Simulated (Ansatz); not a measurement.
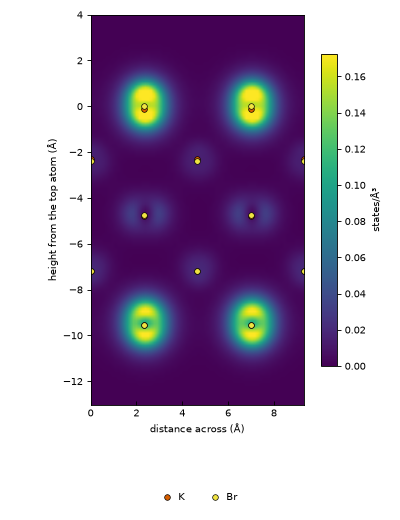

Density of all states between −2.45 and −2.10 eV (zero: the middle of the gap) of KBr(110) (Fm-3m bulk, 5 atomic planes (those closer than 0.6 Å count as one), 10 Å, KBr-terminated): side view, averaged along the second cell vector.

The picture shows the smooth PAW orbitals' density alone; the shares below count all of it.

These are results of DFT PBE, scalar-relativistic, plane waves, PAW in Ansatz 0.2.0, not measurements. Cutoff 420 eV, 13 × 9 k-points, Gaussian smearing 0.05 eV, dipole correction. The slab is a cut without reconstruction beyond its cell, at the source's lattice constants, with its lower half held fixed and the rest relaxed. Relaxation changes the spacing of inner planes by up to 5 %, all the same way; the held half keeps the source's spacing. No spin polarisation. The semilocal functional makes this wide gap too small, and with it the biases at which current sets in. The run warns that the functional's potential is rough in the thin density of the vacuum, where the tip is; weak contrasts and barriers may feel it.

Q: Where in the slab do these states sit?

A: The window holds 9 states per cell. Shares by plane (space cut midway between planes), top to bottom: KBr 43 %, KBr 5 %, KBr 6 %, KBr 6 %, KBr 40 %; the outer planes' shares include the vacuum, and density in a gap between layers is shared out between the planes on either side. The outer planes of both faces hold more than their share.
